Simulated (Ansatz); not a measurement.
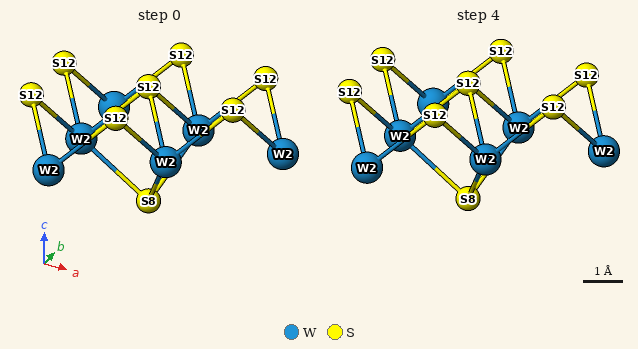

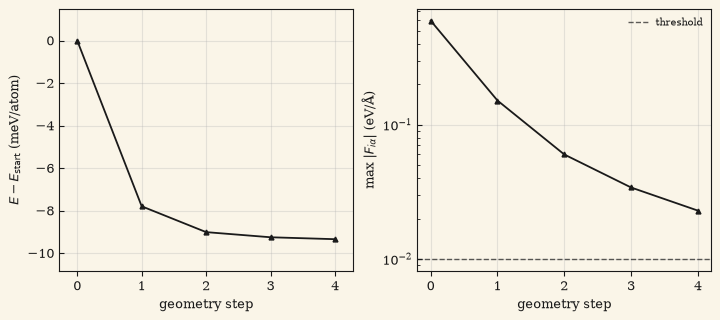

First and last geometry of a relaxation of crystalline WS$_{2}$ (set up in P-3m1), with the history of the run. A ball-and-stick model of the atoms within 4.2 Å of the atom that moves most (axes of the 2 × 3 repeat of the cell, outlined in the plane, without the vacuum), seen from a free direction.

Case: volume × 0.94, shape and atoms relaxed.

Method: DFT r2SCAN, scalar-relativistic, plane waves, PAW in Ansatz 0.2.0. Settings: plane-wave cutoff 500 eV; k-point mesh 12 × 12 × 1; occupations gaussian; smearing width 0.02 eV; no spin polarisation; cell relaxed at fixed volume; force threshold 0.01 eV/Å; at most 30 steps.

Q: What do the curves and the structures tell?

A: The run was cut off at its time limit before the relaxation converged, so the last structure is only a point on the way. Over 4 geometry steps the energy falls by 9.3 meV per atom. Largest force component: 0.59 eV/Å at the start, 0.023 eV/Å at the end. The largest moves relative to the cell and the layer's centre, 0.087 Å, are those of S5 and S12. S12 goes along the normal (+c). Largest moves by element: S 0.087 Å, W 0.073 Å. In the plane the drawn cell goes a 6.296 → 6.362 Å (+1.1 %), b 9.444 → 9.544 Å (+1.1 %). Some distances before and after: W2–W2 3.148 → 3.181 Å, W2–S12 2.384 → 2.408 Å. The space group stays P-3m1 (No. 164).

Limits of the set-up: layers or molecules are held without a dispersion correction, so their spacing is unreliable.
